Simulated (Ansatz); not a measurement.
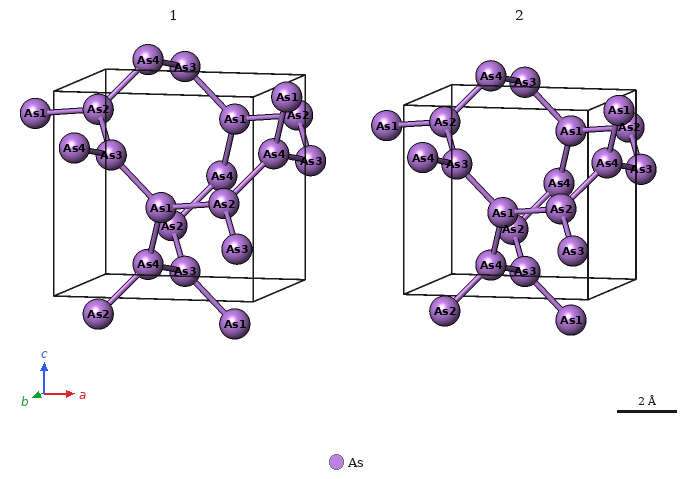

Two geometries of crystalline As (a generated structure, set up in I4_132) (coarse preliminary run), drawn at one scale. One is the start of a relaxation, the other its converged end. Style: ball-and-stick. Shown: the conventional cell (2 times the calculation's cell), from a free direction. Lengths and directions refer to the drawn axes.

Theory: Ansatz, DFT PBE, scalar-relativistic, plane waves, PAW. Settings: plane-wave cutoff 420 eV; k-point mesh 4 × 4 × 4; occupations gaussian; smearing width 0.1 eV; no spin polarisation; cell and atoms relaxed; force threshold 0.04 eV/Å; at most 70 steps.

### Which geometry has the lower energy?

Structure 1 is the relaxed one. The energy falls by 1.071 eV per cell of the calculation in 2 accepted moves (3 points after the start). All forces vanish by symmetry, so only the cell relaxes. The pressure goes from 10.18 to 0.17 GPa. At 1 point the geometry stayed and the basis and grid were re-selected for the new cell (energy shift of 10.5 meV per cell of the calculation at most each time). No atom moves by more than 0.005 Å relative to the cell. The volume changes by +26.7 %, with a = b = c 6.462 → 6.993 Å (+8.2 %). Near-neighbour distances that change, for instance: As1–As2 2.285 → 2.472 Å. The space group stays I4_132 (No. 214). Cost: 12 s on 1 thread of Intel(R) Xeon(R) Platinum 8488C (Sapphire Rapids), with other jobs on the host, peak memory 0.43 GiB.
